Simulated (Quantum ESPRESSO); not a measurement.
**Geometry relaxation, with input and output: Bi (part 2 of 3)**

Bi (P-1, 2 atoms in the cell); Kohn-Sham DFT of a periodic cell, PW86PBE with D3(BJ), PseudoDojo 0.4.1 SR PBE standard, no spin polarisation (Quantum ESPRESSO 7.5); cutoff 897.98 eV, 3×3×5 k-mesh, fermi-dirac of 0.1 eV. The structure derives from an entry of the Crystallography Open Database.

Geometry of the input (Å; fractional positions):
```
3.3877  -3.0304  0.0556
3.3898  3.0327  -0.0019
-1.1442  -0.0295  3.0606
Bi 0.3927  0.2175  0.1420
Bi 0.6073  0.7825  0.8580
```

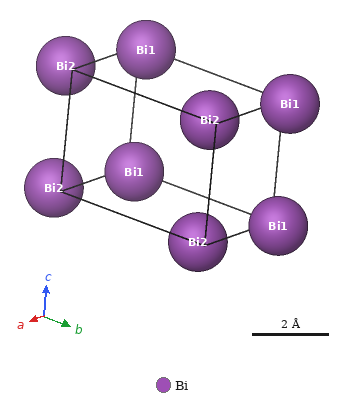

**Figure 1.** The structure as given in the input (spheres-only view of the cell of the calculation, seen slightly off an axis; atoms are numbered from 1 in the order of the input). An atom can appear more than once, as a periodic image.

## Output, continued
```
!    total energy              =    -328.03797766 Ry
     estimated scf accuracy    <          1.8E-10 Ry
     smearing contrib. (-TS)   =      -0.00154825 Ry
     internal energy E=F+TS    =    -328.03642941 Ry

     The total energy is F=E-TS. E is the sum of the following terms:
     one-electron contribution =    -123.96960780 Ry
     hartree contribution      =      80.54467135 Ry
     xc contribution           =     -87.26738155 Ry
     ewald contribution        =    -197.26447559 Ry
     DFT-D3 Dispersion         =      -0.07963581 Ry

     convergence has been achieved in   8 iterations

     Forces acting on atoms (cartesian axes, Ry/au):

     atom    1 type  1   force =     0.09302345    0.68453791    0.25188884
     atom    2 type  1   force =    -0.09302345   -0.68453791   -0.25188884

     Total force =     1.039898     Total SCF correction =     0.000018

     BFGS Geometry Optimization
     Energy error            =      1.1E+00 Ry
     Gradient error          =      6.8E-01 Ry/Bohr

     number of scf cycles    =   1
     number of bfgs steps    =   0

     energy             new  =    -328.0379776641 Ry

     new trust radius        =       0.5000000000 bohr
     new conv_thr            =       0.0000000004 Ry

ATOMIC_POSITIONS (crystal)
Bi               0.3619221542        0.2682710710        0.1722433367
Bi               0.6380778458        0.7317289290        0.8277566633

     NEW-OLD atomic charge density approx. for the potential

     negative rho (up, down):  2.911E-06 0.000E+00

     Self-consistent Calculation

     iteration #  1     ecut=    66.00 Ry     beta= 0.50
     Davidson diagonalization with overlap
     c_bands:  1 eigenvalues not converged
     ethr =  1.00E-06,  avg # of iterations = 15.4

     total energy              =    -328.35284027 Ry
     estimated scf accuracy    <       0.00616165 Ry

     iteration #  2     ecut=    66.00 Ry     beta= 0.50
     Davidson diagonalization with overlap
     ethr =  2.05E-05,  avg # of iterations =  1.6

     total energy              =    -328.35321753 Ry
     estimated scf accuracy    <       0.00083192 Ry

[... 132 further cycles ...]
     iteration #  1     ecut=    66.00 Ry     beta= 0.50
     Davidson diagonalization with overlap
     ethr =  1.00E-06,  avg # of iterations =  4.0

     Threshold (ethr) on eigenvalues was too large:
     Diagonalizing with lowered threshold

     Davidson diagonalization with overlap
     ethr =  3.18E-10,  avg # of iterations =  4.0

     total energy              =    -328.46367646 Ry
     estimated scf accuracy    <       0.00000010 Ry

     iteration #  2     ecut=    66.00 Ry     beta= 0.50
     Davidson diagonalization with overlap
     ethr =  3.21E-10,  avg # of iterations =  1.0

     total energy              =    -328.46367646 Ry
     estimated scf accuracy    <       0.00000002 Ry

     iteration #  3     ecut=    66.00 Ry     beta= 0.50
     Davidson diagonalization with overlap
     ethr =  5.96E-11,  avg # of iterations =  1.9

     total energy              =    -328.46367647 Ry
     estimated scf accuracy    <          1.2E-09 Ry

     iteration #  4     ecut=    66.00 Ry     beta= 0.50
     Davidson diagonalization with overlap
     ethr =  3.86E-12,  avg # of iterations =  2.0

     total energy              =    -328.46367647 Ry
     estimated scf accuracy    <          1.0E-10 Ry

     iteration #  5     ecut=    66.00 Ry     beta= 0.50
     Davidson diagonalization with overlap
     ethr =  3.45E-13,  avg # of iterations =  2.0

     End of self-consistent calculation

          k = 0.0000 0.0000 0.0000 (  3821 PWs)   bands (ev):

   -11.3791 -11.3479 -11.2923 -11.2557 -11.1503 -11.1207 -11.1010 -11.0824
   -11.0427 -10.9351  -1.8261   2.6565   8.3635   8.8764  14.5253  14.8469
    16.0960  16.2244  16.3838  19.0019  20.4696  20.9811

          k =-0.0023 0.0028 0.2962 (  3842 PWs)   bands (ev):

   -11.3609 -11.2641 -11.2414 -11.1921 -11.1780 -11.1530 -11.1361 -11.1076
   -11.0485 -10.9487  -1.2373   2.8578   8.8003   9.6958  11.5776  13.6228
    14.5697  15.0968  16.0223  19.6714  19.7652  21.0065

          k =-0.0047 0.0056 0.5924 (  3859 PWs)   bands (ev):

   -11.3277 -11.2249 -11.2199 -11.2134 -11.1919 -11.1696 -11.0957 -11.0602
   -11.0233 -10.9760   0.2590   3.0569   8.0081   9.7680   9.8800  12.2311
    13.8970  13.9485  17.7191  18.3297  19.5908  20.1544

          k = 0.2228 0.2506 0.0857 (  3835 PWs)   bands (ev):

   -11.3595 -11.3259 -11.2881 -11.2035 -11.1556 -11.1282 -11.0936 -11.0821
   -11.0597 -11.0066  -1.0489   1.0613   9.6240   9.6881  12.1163  12.8189
    15.4306  16.9946  17.6898  19.8496  21.6773  22.6074

          k = 0.2205 0.2535 0.3819 (  3852 PWs)   bands (ev):

   -11.3062 -11.2763 -11.2354 -11.1903 -11.1838 -11.1287 -11.1084 -11.0968
   -11.0824 -11.0179  -0.2048   1.0784   9.5180  10.6281  11.4537  11.8238
    13.0232  14.6596  19.1458  20.2694  21.2100  23.5150

          k = 0.2181 0.2563 0.6781 (  3865 PWs)   bands (ev):

   -11.3277 -11.2575 -11.2317 -11.1855 -11.1787 -11.1408 -11.0875 -11.0847
   -11.0174 -10.9867   1.0461   2.1144   7.2676   9.7173  10.6473  11.4628
    14.0388  14.7924  17.0674  18.6813  20.1967  21.0522

          k = 0.2275 0.2450-0.5067 (  3859 PWs)   bands (ev):

   -11.3426 -11.2520 -11.2314 -11.2018 -11.1866 -11.1475 -11.0798 -11.0706
   -11.0195 -10.9669   0.4329   2.9827   7.9573   8.9093  10.0203  12.1749
    14.1991  14.4531  17.7081  17.8586  18.8632  21.1348

          k = 0.2251 0.2478-0.2105 (  3847 PWs)   bands (ev):

   -11.3330 -11.2774 -11.2482 -11.2142 -11.1614 -11.1310 -11.1106 -11.1015
   -11.0671 -10.9821  -0.7827   1.9434   9.1061  10.3496  11.5318  13.1638
    13.7753  14.2150  17.0853  18.8370  19.9535  21.8030

          k = 0.2230-0.2492 0.0810 (  3845 PWs)   bands (ev):

   -11.3540 -11.3354 -11.2841 -11.2031 -11.1563 -11.1262 -11.0946 -11.0813
   -11.0604 -11.0078  -1.0540   1.0463   9.6750   9.7143  12.1604  12.8542
    15.6482  16.7879  17.5841  20.1167  21.4257  22.4382

          k = 0.2207-0.2464 0.3772 (  3868 PWs)   bands (ev):

   -11.3071 -11.2734 -11.2406 -11.1929 -11.1818 -11.1276 -11.1054 -11.0967
   -11.0823 -11.0186  -0.2401   1.1157   9.4360  10.6535  11.5280  11.9091
    13.0692  14.6845  18.9588  20.0314  21.5003  22.9879

          k = 0.2183-0.2436 0.6734 (  3857 PWs)   bands (ev):

   -11.3257 -11.2588 -11.2343 -11.1817 -11.1770 -11.1394 -11.0901 -11.0854
   -11.0185 -10.9874   1.0685   2.1148   7.3014   9.6145  10.5764  11.3035
    14.0667  15.0782  17.0751  18.7894  19.9765  21.4433

          k = 0.2277-0.2548-0.5114 (  3854 PWs)   bands (ev):

   -11.3398 -11.2490 -11.2330 -11.2025 -11.1823 -11.1463 -11.0809 -11.0758
   -11.0189 -10.9700   0.4987   2.9046   7.9686   8.9025   9.9609  12.1683
    14.0693  14.4099  17.4817  18.0070  18.9982  21.3835

          k = 0.2254-0.2520-0.2152 (  3850 PWs)   bands (ev):

   -11.3316 -11.2754 -11.2492 -11.2124 -11.1617 -11.1256 -11.1132 -11.0994
   -11.0712 -10.9872  -0.7502   1.8787   9.0734  10.4961  11.6504  13.0447
    13.6877  14.2594  17.1283  18.7423  19.5308  21.7807

          k = 0.4458 0.0014 0.1667 (  3843 PWs)   bands (ev):

   -11.3549 -11.3420 -11.2088 -11.1789 -11.1465 -11.1406 -11.1070 -11.0949
   -11.0710 -11.0601  -0.5325   1.0328   6.8170   8.1036  14.2254  15.1932
    16.6132  17.3524  19.0680  20.6500  21.9212  22.7522

          k = 0.4435 0.0042 0.4629 (  3860 PWs)   bands (ev):

   -11.2996 -11.2793 -11.1756 -11.1685 -11.1623 -11.1450 -11.1389 -11.1032
   -11.0984 -11.0574   0.3166   1.2640   7.1783   7.6276  10.7094  14.9019
    16.2326  17.2609  20.7950  20.8822  21.5472  22.9517

          k = 0.4411 0.0070 0.7591 (  3858 PWs)   bands (ev):

   -11.2911 -11.2280 -11.2177 -11.1907 -11.1743 -11.1634 -11.1460 -11.0851
   -11.0213 -10.9819   1.2456   2.4259   7.7140   8.6136   8.6607  10.6201
    14.5079  16.0419  18.8856  19.6341  21.7552  22.4767

          k = 0.4505-0.0042-0.4257 (  3867 PWs)   bands (ev):

   -11.3068 -11.2359 -11.2194 -11.1892 -11.1788 -11.1643 -11.1247 -11.0788
   -11.0236 -10.9781   0.5529   2.9737   8.6735   9.2634   9.4325  10.8287
    13.3839  13.7793  16.5226  18.2581  20.6584  22.7497

          k = 0.4482-0.0014-0.1295 (  3846 PWs)   bands (ev):

   -11.3154 -11.2625 -11.1999 -11.1971 -11.1719 -11.1361 -11.1347 -11.0939
   -11.0859 -11.0302  -0.4531   1.7965   7.7351   9.8718  12.3106  12.6969
    13.3996  16.0096  18.0207  18.8605  19.9837  21.9028

          k = 0.0002-0.4999-0.0047 (  3842 PWs)   bands (ev):

   -11.3582 -11.3406 -11.2430 -11.1606 -11.1369 -11.1301 -11.1068 -11.0877
   -11.0819 -11.0571  -0.2568   0.5915   6.9174   8.4027  14.4586  15.6086
    16.1951  16.4811  19.6499  20.2158  21.0571  21.3171

          k =-0.0021-0.4970 0.2915 (  3855 PWs)   bands (ev):

   -11.2971 -11.2781 -11.2444 -11.1665 -11.1561 -11.1330 -11.1182 -11.1035
   -11.0785 -11.0503   0.2579   0.9224   7.7816   8.9852  11.7801  12.7042
    15.1336  16.0737  20.0428  20.4656  21.2414  21.9842

          k =-0.0045-0.4942 0.5876 (  3873 PWs)   bands (ev):

   -11.3058 -11.2705 -11.2272 -11.1923 -11.1461 -11.1314 -11.1096 -11.0918
   -11.0206 -11.0018   1.5215   1.7382   7.7571   8.6736  10.4696  11.1890
    14.3865  14.5556  17.9771  18.1906  19.4829  20.8393

          k = 0.0049-0.5055-0.5971 (  3870 PWs)   bands (ev):

   -11.3045 -11.2718 -11.2274 -11.1927 -11.1428 -11.1343 -11.1086 -11.0911
   -11.0215 -11.0022   1.6111   1.6813   7.7854   8.5555  10.3786  11.0459
    14.4858  14.8180  18.0494  18.3530  19.4399  20.5470

          k = 0.0026-0.5027-0.3009 (  3860 PWs)   bands (ev):

   -11.2969 -11.2764 -11.2474 -11.1652 -11.1542 -11.1305 -11.1213 -11.1017
   -11.0779 -11.0542   0.3170   0.8943   7.7358   8.8447  11.8837  12.5362
    15.2566  16.0796  20.2113  20.8964  21.2665  22.0645

     the Fermi energy is    11.8208 ev

!    total energy              =    -328.46367647 Ry
     estimated scf accuracy    <          2.2E-12 Ry
     smearing contrib. (-TS)   =      -0.00311497 Ry
     internal energy E=F+TS    =    -328.46056150 Ry

     The total energy is F=E-TS. E is the sum of the following terms:
     one-electron contribution =     -90.63436991 Ry
     hartree contribution      =      64.39923648 Ry
     xc contribution           =     -86.93739437 Ry
     ewald contribution        =    -215.20798204 Ry
     DFT-D3 Dispersion         =      -0.08005165 Ry

     convergence has been achieved in   5 iterations

     Forces acting on atoms (cartesian axes, Ry/au):

     atom    1 type  1   force =    -0.00014184    0.00075764   -0.00007546
     atom    2 type  1   force =     0.00014184   -0.00075764    0.00007546

     Total force =     0.001095     Total SCF correction =     0.000003
     Energy error            =      4.6E-06 Ry
     Gradient error          =      7.6E-04 Ry/Bohr

     number of scf cycles    =  22
     number of bfgs steps    =  21

     energy             old  =    -328.4636718951 Ry
     energy             new  =    -328.4636764664 Ry

     CASE: energy            _new < energy            _old

     new trust radius        =       0.0040317959 bohr
     new conv_thr            =            4.0E-12 Ry

ATOMIC_POSITIONS (crystal)
Bi               0.2435342321        0.2446971958        0.1389094808
Bi               0.7564657679        0.7553028042        0.8610905192

     NEW-OLD atomic charge density approx. for the potential

     Self-consistent Calculation

     iteration #  1     ecut=    66.00 Ry     beta= 0.50
     Davidson diagonalization with overlap
     ethr =  1.00E-06,  avg # of iterations =  4.0

     Threshold (ethr) on eigenvalues was too large:
     Diagonalizing with lowered threshold

     Davidson diagonalization with overlap
     ethr =  4.84E-10,  avg # of iterations =  4.0

     total energy              =    -328.46368084 Ry
     estimated scf accuracy    <       0.00000019 Ry

     iteration #  2     ecut=    66.00 Ry     beta= 0.50
     Davidson diagonalization with overlap
     ethr =  6.26E-10,  avg # of iterations =  1.2

     total energy              =    -328.46368086 Ry
     estimated scf accuracy    <       0.00000003 Ry

     iteration #  3     ecut=    66.00 Ry     beta= 0.50
     Davidson diagonalization with overlap
     ethr =  1.13E-10,  avg # of iterations =  1.9

     total energy              =    -328.46368086 Ry
     estimated scf accuracy    <          2.7E-09 Ry

     iteration #  4     ecut=    66.00 Ry     beta= 0.50
     Davidson diagonalization with overlap
     ethr =  9.12E-12,  avg # of iterations =  2.0

     total energy              =    -328.46368086 Ry
     estimated scf accuracy    <          2.2E-10 Ry

     iteration #  5     ecut=    66.00 Ry     beta= 0.50
     Davidson diagonalization with overlap
     ethr =  7.17E-13,  avg # of iterations =  2.0

     End of self-consistent calculation

          k = 0.0000 0.0000 0.0000 (  3821 PWs)   bands (ev):

   -11.3792 -11.3478 -11.2921 -11.2558 -11.1502 -11.1208 -11.1008 -11.0823
   -11.0426 -10.9350  -1.8264   2.6568   8.3637   8.8761  14.5231  14.8479
    16.0979  16.2254  16.3824  19.0015  20.4693  20.9824

          k =-0.0023 0.0028 0.2962 (  3842 PWs)   bands (ev):

   -11.3610 -11.2641 -11.2415 -11.1920 -11.1780 -11.1531 -11.1360 -11.1075
   -11.0484 -10.9485  -1.2377   2.8582   8.8004   9.6953  11.5770  13.6237
    14.5694  15.0947  16.0252  19.6717  19.7637  21.0073

          k =-0.0047 0.0056 0.5924 (  3859 PWs)   bands (ev):

   -11.3279 -11.2248 -11.2202 -11.2131 -11.1918 -11.1695 -11.0956 -11.0601
   -11.0232 -10.9758   0.2582   3.0584   8.0069   9.7624   9.8858  12.2309
    13.8946  13.9515  17.7201  18.3293  19.5912  20.1541

          k = 0.2228 0.2506 0.0857 (  3835 PWs)   bands (ev):

   -11.3595 -11.3262 -11.2876 -11.2033 -11.1556 -11.1282 -11.0937 -11.0820
   -11.0596 -11.0067  -1.0484   1.0603   9.6244   9.6873  12.1178  12.8196
    15.4289  16.9976  17.6890  19.8476  21.6781  22.6074

          k = 0.2205 0.2535 0.3819 (  3852 PWs)   bands (ev):

   -11.3061 -11.2765 -11.2350 -11.1899 -11.1840 -11.1285 -11.1085 -11.0969
   -11.0823 -11.0179  -0.2038   1.0769   9.5161  10.6281  11.4556  11.8254
    13.0228  14.6608  19.1449  20.2679  21.2111  23.5124

          k = 0.2181 0.2563 0.6781 (  3865 PWs)   bands (ev):

   -11.3274 -11.2574 -11.2317 -11.1853 -11.1791 -11.1405 -11.0875 -11.0849
   -11.0173 -10.9866   1.0492   2.1100   7.2680   9.7189  10.6480  11.4589
    14.0435  14.7953  17.0655  18.6773  20.1988  21.0518

          k = 0.2275 0.2450-0.5067 (  3859 PWs)   bands (ev):

   -11.3422 -11.2521 -11.2314 -11.2017 -11.1867 -11.1474 -11.0796 -11.0708
   -11.0195 -10.9669   0.4343   2.9791   7.9616   8.9079  10.0196  12.1719
    14.2015  14.4588  17.7069  17.8515  18.8698  21.1317

          k = 0.2251 0.2478-0.2105 (  3847 PWs)   bands (ev):

   -11.3327 -11.2774 -11.2484 -11.2140 -11.1615 -11.1311 -11.1102 -11.1015
   -11.0672 -10.9824  -0.7821   1.9419   9.1055  10.3511  11.5335  13.1612
    13.7752  14.2183  17.0832  18.8374  19.9546  21.8025

          k = 0.2230-0.2492 0.0810 (  3845 PWs)   bands (ev):

   -11.3540 -11.3351 -11.2848 -11.2034 -11.1561 -11.1260 -11.0945 -11.0812
   -11.0603 -11.0075  -1.0552   1.0478   9.6738   9.7148  12.1600  12.8542
    15.6493  16.7863  17.5847  20.1177  21.4253  22.4379

          k = 0.2207-0.2464 0.3772 (  3868 PWs)   bands (ev):

   -11.3070 -11.2734 -11.2410 -11.1934 -11.1816 -11.1276 -11.1052 -11.0963
   -11.0822 -11.0183  -0.2423   1.1183   9.4387  10.6508  11.5248  11.9090
    13.0721  14.6831  18.9582  20.0345  21.5002  22.9868

          k = 0.2183-0.2436 0.6734 (  3857 PWs)   bands (ev):

   -11.3261 -11.2585 -11.2343 -11.1821 -11.1770 -11.1395 -11.0896 -11.0852
   -11.0185 -10.9872   1.0633   2.1211   7.3011   9.6139  10.5738  11.3082
    14.0616  15.0745  17.0789  18.7935  19.9757  21.4449

          k = 0.2277-0.2548-0.5114 (  3854 PWs)   bands (ev):

   -11.3403 -11.2485 -11.2331 -11.2026 -11.1824 -11.1463 -11.0808 -11.0755
   -11.0188 -10.9697   0.4965   2.9085   7.9639   8.9065   9.9603  12.1710
    14.0663  14.4040  17.4810  18.0179  18.9922  21.3850

          k = 0.2254-0.2520-0.2152 (  3850 PWs)   bands (ev):
```
